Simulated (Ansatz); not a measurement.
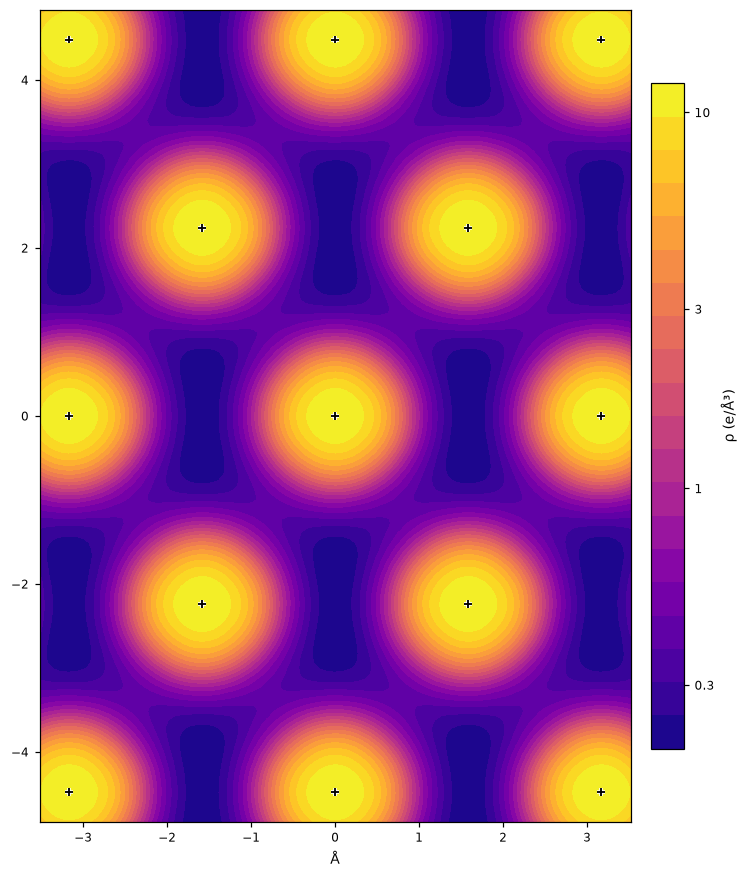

The valence pseudo-density on a plane through atoms (crosses mark nuclei in the plane).

These are results of DFT PBEsol, scalar-relativistic, plane waves, PAW in Ansatz, not measurements.

Candidates:
A. Au, a = 2.91 Å, b = 2.91 Å, c = 6.38 Å, α = 103.17°, β = 103.17°, γ = 90.00°. Space group I4/mmm; a structure from a database of computed crystals, not necessarily the ambient phase; computed without spin polarisation.
B. TaN, a = 4.38 Å, b = 4.38 Å, c = 4.38 Å, α = 90.00°, β = 90.00°, γ = 90.00°. Space group Fm-3m.
C. Pt, a = 3.17 Å, b = 3.17 Å, c = 3.17 Å, α = 90.00°, β = 90.00°, γ = 90.00°. Space group Im-3m; a structure from a database of computed crystals, not necessarily the ambient phase; computed pressure about −11 GPa in this cell.

Which system is this?

Answer. Candidate C: Pt on the (101̄) plane of the conventional cell, which holds Pt. Pt–Pt (2.74 Å): ρ at the midpoint is about 0.39 e/Å³.
